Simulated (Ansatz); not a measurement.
Consider Si (slab).

Input file:

```
crystal:
  lattice:
    - [3.8197534856, 0.0, 0.0]
    - [-1.9098767428, 3.3080035547, 0.0]
    - [0.0, 0.0, 20.8774703619]
  atoms:
    - { symbol: Si, position: [0.3333333333, 0.6666666667, 0.1915940931] }
    - { symbol: Si, position: [0.0, 0.0, 0.2289407592] }
    - { symbol: Si, position: [0.0, 0.0, 0.3465910495] }
    - { symbol: Si, position: [0.6666666667, 0.3333333333, 0.3773191975] }
    - { symbol: Si, position: [1.2222222222, -0.2222222222, 0.4601836427], spin: 2.0 }
basis:
  ecutwfc: 420
kpoints:
  mp_grid: { grid: [9, 9, 1] }
hamiltonian:
  xc: lda
scf:
  occupations: { method: gaussian, width: 0.05 }
output:
  forces: true
  eigenvalues: true
  populations: true
  write_density: true
  write_potential: true
  elf: true
  volumetric_format: npy
magnetization:
  spin_polarized: true
efield:
  axis: 3
  dipole_correction: true
  ramp_width: 0.04
```

Run with:

```sh
ansatz run input.yaml --threads 1 --pin off --max-ram 3072MiB --backend cpu --events-out ev --progress --plain --runs-dir out
```

Not relaxed (largest force 1.3 eV/Å); the program warned that a starting moment wasn't kept; spin-polarised, but the moments vanished.

Computed with DFT LDA, scalar-relativistic, plane waves, PAW in Ansatz.

> What will maps of the valence pseudo-density and electron localisation function show?

Si–Si (2.34 Å): ρ at the midpoint is about 0.56 e/Å³; the ELF peaks at about 0.95 between the atoms.
Si–Si (2.46 Å): ρ at the midpoint is about 0.44 e/Å³; the ELF peaks at about 0.90 between the atoms.

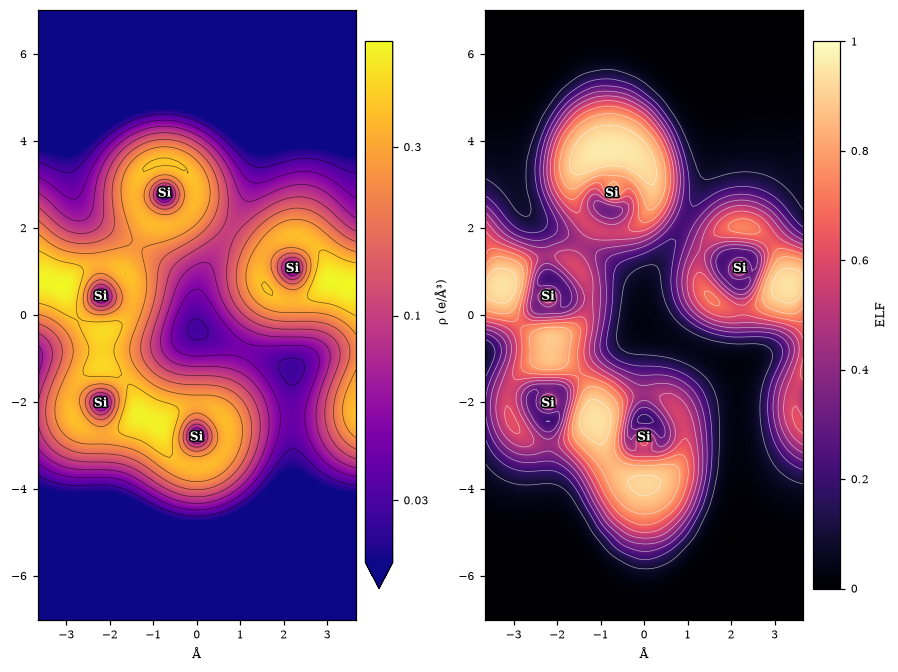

Computed valence pseudo-density and electron localisation function on the (110) plane of the calculation cell, a cut from vacuum to vacuum, in this order. 

In a PAW calculation such maps are meaningful between the atoms, not at the nuclei.
